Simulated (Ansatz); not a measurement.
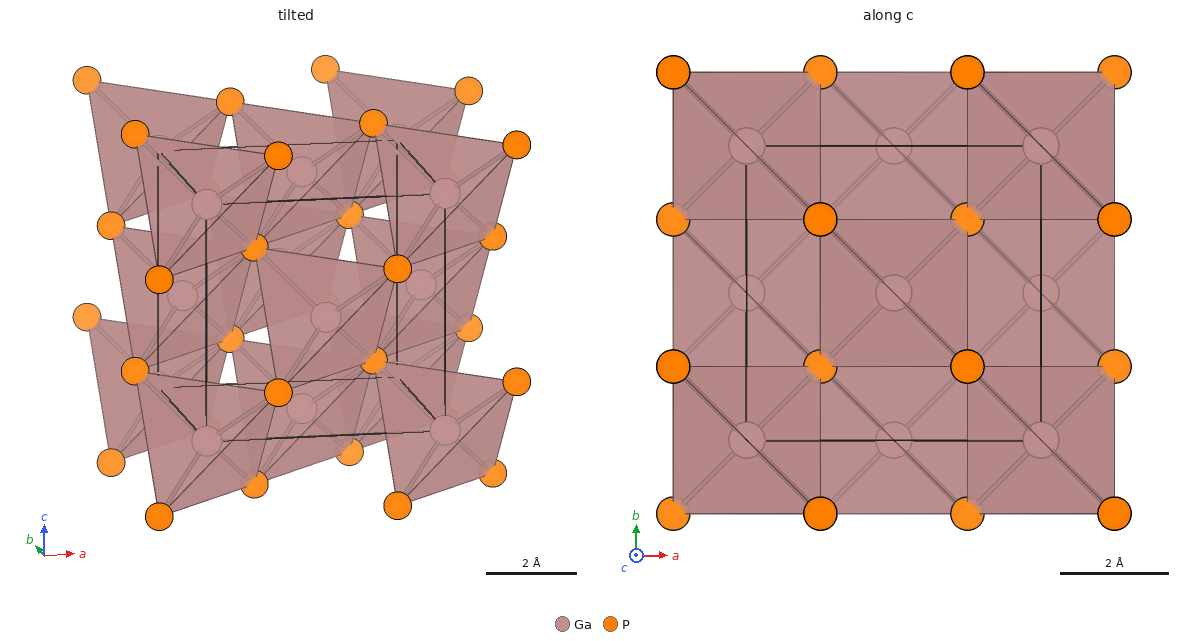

The crystal in a polyhedral representation, seen slightly off an axis and along the c axis. The conventional unit cell is drawn as a box. Some neighbours outside the box are added.

GaP, zinc blende (sphalerite type), space group F-43m (No. 216), a = 5.451 Å, b = 5.451 Å, c = 5.451 Å, α = 90.00°, β = 90.00°, γ = 90.00°. The cell started as a structure type filled with these elements by a generator (whether the compound takes this form wasn't checked). Earlier steps of the study may have refined or changed the cell and positions. It was run through Ansatz as a DFT input.

This one geometry was computed with Ansatz (DFT, plane waves, PAW) at three levels of theory: r2SCAN, PBE and HSE06. It was relaxed beforehand with r2SCAN.

> Which level gives the highest pressure at this volume, and what does that say about its equilibrium volume?

Highest: PBE (2.5 GPa), which points to the largest equilibrium volume. Lowest, with the smallest volume: r2SCAN (0.0 GPa). Levels within 0.5 GPa of each other can't be told apart.

> How does the band gap change with the level of theory?

PBE: a gap of 1.59 eV, indirect; r2SCAN: a gap of 1.84 eV, indirect; HSE06: a gap of 2.26 eV, indirect.

> Collect the results in a table.

| level | cutoff (eV) | k-mesh of the run's cell | gap (eV) | pressure (GPa) |
| --- | --- | --- | --- | --- |
| r2SCAN | 500 | 8×8×8 | 1.84 | 0.0 |
| PBE | 420 | 8×8×8 | 1.59 | 2.5 |
| HSE06 | 420 | 6×6×6 | 2.26 | 0.7 |

Gaps are taken on the k-mesh or band path of each run.
